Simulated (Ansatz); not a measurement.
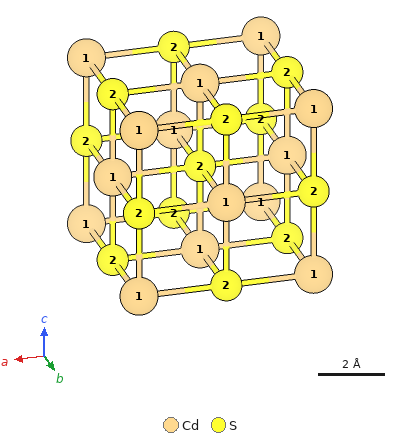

*The structure (ball-and-stick view of the cell 4 times as large as that of the calculation, set on its symmetry axes, seen at an oblique angle; atoms are numbered from 1 in the order of the input).*

# Single-point calculation, with input and output: CdS

CdS (Fm-3m, 2 atoms in the cell), computed with DFT, r2SCAN, plane waves, PAW, no spin polarisation (Ansatz 0.2.0).

The structure was built on a prototype by a generator. The geometry comes from this level: r2SCAN. It belongs to a series of runs on one base structure; here: volume +6%. Figures and captions count atoms from 1; the log counts them from 0 in places.

**The program's output**
```
scf.n_extra_bands = 4 over 13 filled bands (N_el = 26.0): the run solves 17 bands
Engine: ansatz 0.2.0, aarch64-unknown-linux-gnu
Pseudopotentials: kind: paw
Pseudopotential: Cd, paw, valence charge 20, recommended cutoff 500 eV (meta_gga), Cd.paw.azcp
Pseudopotential: S, paw, valence charge 6, recommended cutoff 500 eV (meta_gga), S.paw.azcp
Functional definition: r2SCAN
  parameter k0 = 0.174
  parameter k1 = 0.065
  parameter a1 = 4.9479
  exchange = r2scan_x(k0 = k0, k1 = k1, a1 = a1)
  correlation = r2scan_c
Crystal: 2 atoms, lattice volume = 42.982 Å³
Basis set: ecut = 500 eV, 1067 PW (Γ), exchange–correlation on 120×120×120 points (64 copies of the dense FFT grid, shifted against one another)
Bands: 17, of which v1, the nominal top of the filled ones, is band 13 counted from 1 (12 counted from 0)
Symmetry: 48 space group operations
Space group: Fm-3m (ITA 225), of the structure as read, at distance tolerance 3.5e-5 Å
k-points: 16 of 216
Non-local potential: Cd, projectors of the file, l = 0: 3, l = 1: 2, l = 2: 2, l = 3: 1
Non-local potential: S, projectors of the file, l = 0: 2, l = 1: 2, l = 2: 2
PAW form: soft (Blöchl's): semilocal exchange-correlation on the pseudo side does not see the compensation charge
PAW frozen core: Cd, regenerated for the run's functional (the file was generated under x = pbe(κ = 0.804, μ = 0.2195149727645171), c = pbe(β = 0.06672455060314922))
PAW frozen core: S, regenerated for the run's functional (the file was generated under x = pbe(κ = 0.804, μ = 0.2195149727645171), c = pbe(β = 0.06672455060314922))
PAW one-centre angular grid: Cd, 590 points (default); XC on 160 Gauss nodes
PAW one-centre angular grid: S, 302 points (default); XC on 160 Gauss nodes
Initial density: superposition of atomic densities (neutral atoms: chi_scale 0, normalization atom), corrected by the library's trained network
Initial wavefunctions: pseudopotential atomic-orbital guess
Functional: x = r2scan, c = r2scan; τ floored in thin density (d = 2e-4 eV/Å³)
SCF iter   1: F=—  HF=-9175.404753 eV  |F-HF|=—  |Δ(HF+E_count)|=         —  Δρ=7.44e-3  dr2=1.37e-2  dr2_τ=1.64e-2  ethr=1.77e-3  ⟨swp⟩=4.7  Hψ=1152  notcnv=0  defer=28
preconditioner: auto → none  [insulator: Δε(μ)=0.730 eV  Ē_g=13.071 eV  n_scr=14 (ndim 8)  ℏωp=24.0 eV  f_vac=0.009  ε∞_Penn≈4.4]
SCF iter   2: F=—  HF=-9175.415593 eV  |F-HF|=—  |Δ(HF+E_count)|=   1.08e-2  Δρ=3.64e-3  dr2=2.45e-3  dr2_τ=5.34e-4  ethr=5.29e-5  ⟨swp⟩=2.8  Hψ=616  notcnv=0  defer=29
SCF iter   3: F=—  HF=-9175.416805 eV  |F-HF|=—  |Δ(HF+E_count)|=   1.21e-3  Δρ=7.59e-4  dr2=1.75e-4  dr2_τ=1.52e-5  ethr=9.42e-6  ⟨swp⟩=2.0  Hψ=307  notcnv=0  defer=29
SCF iter   4: F=—  HF=-9175.416823 eV  |F-HF|=—  |Δ(HF+E_count)|=   1.77e-5  Δρ=5.70e-5  dr2=6.99e-7  dr2_τ=3.79e-8  ethr=6.75e-7  ⟨swp⟩=2.1  Hψ=431  notcnv=0  defer=18
SCF iter   5: F=—  HF=-9175.416808 eV  |F-HF|=—  |Δ(HF+E_count)|=   1.51e-5  Δρ=2.64e-5  dr2=2.28e-7  dr2_τ=1.85e-8  ethr=2.69e-9  ⟨swp⟩=2.1  Hψ=471  notcnv=0
SCF iter   6: F=-9175.416808 eV  HF=-9175.416808 eV  |F-HF|=3.86e-9  |Δ(HF+E_count)|=   4.63e-8  Δρ=7.41e-6  dr2=3.37e-8  dr2_τ=3.18e-9  ethr=3.85e-10  ⟨swp⟩=6.1  Hψ=1247  notcnv=0
SCF 1 converged in 6 iterations: F = -9175.416808 eV  dr2 = 3.37e-8
  greatest PAW one-centre occupation: 1.002 electrons in one spin orbital (limit 2), on the Cd atom at site 0 (counted from 0), in its partial waves of l = 1
SCF converged after 6 iterations
Free energy (F): -9175.416808 eV
Harris-Foulkes:  -9175.416808 eV  (|F-HF|=3.86e-9)
Internal energy: -9175.416808 eV  (E = F + TS)
E sigma→0 (E₀):  -9175.416808 eV
Fermi energy:    8.659045 eV
--- Per-component energies (eV) ---
  E_band       = -484.723426
  E_kinetic    = 610.704370
  E_local      = -3619.097019  (includes V_loc(G=0)·N_el)
  E_nonlocal   = 64.162852
  E_hartree    = 1672.726957
  E_xc         = -259.283073
  E_vxc        = -338.711408  (∫ρ·V_xc dr)
  E_paw        = -4716.985824  (= ΣΔE_a)
  E_vpaw       = -568.571465  (= ΣTr[D̂ρ^β])
  E_aug_tail   = 0.000007  (compensation charges beyond the density's cutoff)
  E_vtau       = 21.330975  (kinetic-family band-sum trace: ∫τ·v_τ [+ j·A + Jᵃ·Aᵃ] dr)
  E_ewald      = -2926.970541
  E_core_change = -0.674537  (= ΣΔE_core)
  E_smearing   = -0.000000  (= −TS)
  E_closure    = 0.000000  (closes the sum)
  Σ components = -9175.416808   (vs F -9175.416808, Δ=0.00e0)
--- Forces (eV/Å), atoms counted from 1 ---
  atom   1  Cd    -0.00000000     0.00000000    -0.00000000
  atom   2  S      0.00000000    -0.00000000    -0.00000000
  max |Σ_I F_I| component: 3.16e-30 eV/Å
--- Stress (GPa, compression-positive) ---
       -4.177956      -0.000000       0.000000
        0.000000      -4.177956       0.000000
        0.000000      -0.000000      -4.177956
  P = ⅓ Tr σ = -4.1780 GPa (-41.780 kbar)
--- Band table (eV; the first three rows and the last of 16) ---
  k-point 0: bands = ["-95.6677", "-55.8357", "-55.8357", "-55.8357", "-4.2679", "0.8524", "0.8524", "0.8524", "0.8593", "0.8593", "8.0052", "8.0052", "8.0052", "9.9825", "18.3178", "18.3178", "18.3178"]
  k-point 1: bands = ["-95.6677", "-55.8360", "-55.8358", "-55.8358", "-4.0529", "0.7880", "0.7880", "0.8314", "0.8954", "0.8954", "6.4335", "8.1542", "8.1542", "11.5521", "16.6611", "17.6103", "17.6103"]
  k-point 2: bands = ["-95.6677", "-55.8366", "-55.8359", "-55.8359", "-3.5511", "0.6531", "0.6531", "0.7517", "0.9809", "0.9809", "4.7102", "8.4779", "8.4779", "12.7564", "15.6589", "15.8355", "15.8355"]
  k-point 15: bands = ["-95.6677", "-55.8367", "-55.8364", "-55.8362", "-3.3562", "0.7867", "0.7990", "0.9575", "1.0785", "1.5738", "5.1872", "6.1678", "6.1693", "11.4067", "15.9117", "17.1279", "17.7607"]
```

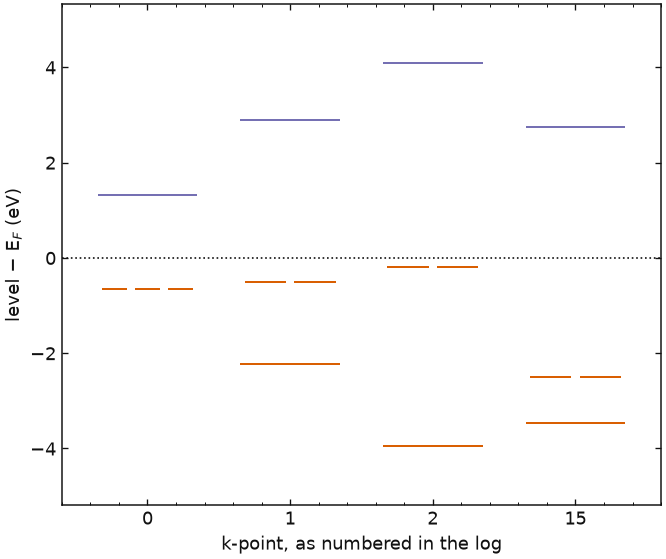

*Kohn–Sham levels near the Fermi level (dotted) at the few k-points that the log prints; levels within 0.02 eV of each other stand side by side.*

Among these points the highest filled and lowest empty levels are 1.50 eV apart; the gap on the full mesh, 0.74 eV, has an edge at a point that isn't printed.

The run was set up as follows.

**The input**
```yaml
crystal:
  lattice:
    - [0.0, 2.7802563296, 2.7802563296]
    - [2.7802563296, 0.0, 2.7802563296]
    - [2.7802563296, 2.7802563296, 0.0]
  atoms:
    - { symbol: Cd, position: [0.0, 0.0, 0.0] }
    - { symbol: S, position: [0.5, 0.5, 0.5] }
kpoints:
  mp_grid: { grid: [6, 6, 6] }
hamiltonian:
  xc: r2scan
scf:
  occupations: { method: fixed }
  n_extra_bands: 4
output:
  forces: true
  stress: true
  eigenvalues: true
```

Command:
```bash
ansatz run input.yaml --threads 2 --pin off --max-ram 2764MiB --backend cpu --events-out ev --progress --plain --runs-dir out
```

**Summary**

- outcome: converged
- space group (tolerance 0.01 Å): Fm-3m (225)
- electrons treated: 26
- free energy: −9175.4168 eV
- Fermi energy: 8.659 eV
- gap on the k-point mesh: 0.74 eV
- pressure: −4.18 GPa
- largest force (length of the vector): under 0.001 eV/Å
- hardware: 2 threads of Arm Neoverse V2, 24 GiB of memory available, shared host
- wall time: 1.1 s (CPU time 1.9 s)
- peak memory: 0.39 GiB
